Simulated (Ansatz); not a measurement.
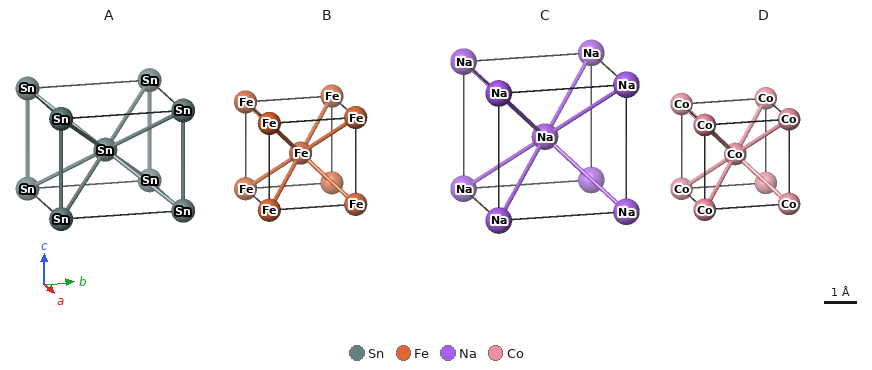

One structure type (space group I4/mmm for the parent) with different elements on its sites, each relaxed in cell and atoms to zero pressure (within 0.1 GPa). The picture is a ball-and-stick view of the conventional cell (2 times the calculation's cell), seen slightly off an axis. Lengths and directions refer to the drawn axes.

Method: DFT r2SCAN, scalar-relativistic, plane waves, PAW in Ansatz. Set-up: plane-wave cutoff 500 eV; occupations gaussian; smearing width 0.1 eV. The k-mesh is chosen for each cell (16×16×16, 20×20×20, 14×14×14). Spin polarisation is switched on in some of the runs only.

### Give the formulas, and rank the crystals by volume per atom, smallest first.

D = Co (11.0 Å³), B = Fe (11.8 Å³), A = Sn (27.2 Å³), C = Na (37.7 Å³).
